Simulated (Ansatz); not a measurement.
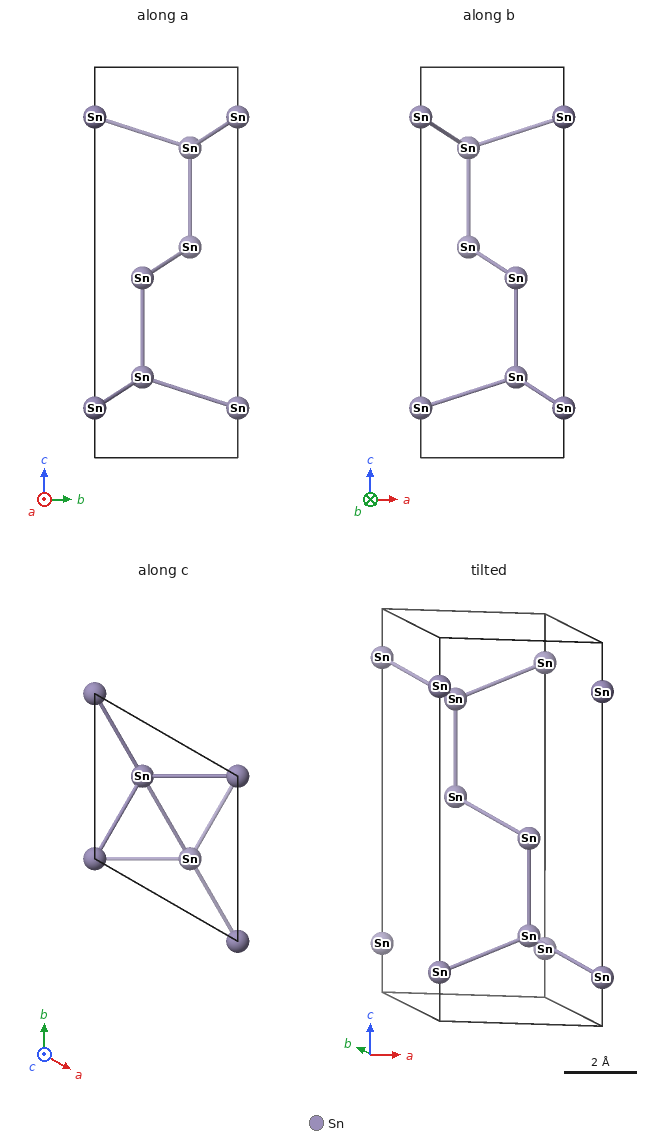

Structure drawing (ball-and-stick), viewed along the a axis, along the b axis, along the c axis and slightly off an axis. The outline marks the conventional unit cell.

Lattice parameters: a = 4.645 Å, b = 4.645 Å, c = 10.979 Å, α = 90.00°, β = 90.00°, γ = 120.00°. Put a along x and b in the xy plane.

> Write down what is shown as a POSCAR file, with free fractional coordinates to two decimals.

```
Sn
1.0
     4.645    0.000    0.000
    -2.322    4.023    0.000
     0.000    0.000   10.979
Sn
6
Direct
  0.3333 0.6667 0.54
  0.3333 0.6667 0.79
  0.00 0.00 0.87
  0.00 0.00 0.13
  0.6667 0.3333 0.21
  0.6667 0.3333 0.46
```

The structure comes from a structure type filled with this element by a generator (whether the element takes this form wasn't checked). The cell was then strained or its atoms displaced on purpose. Ansatz was used for an electronic-structure calculation on it.
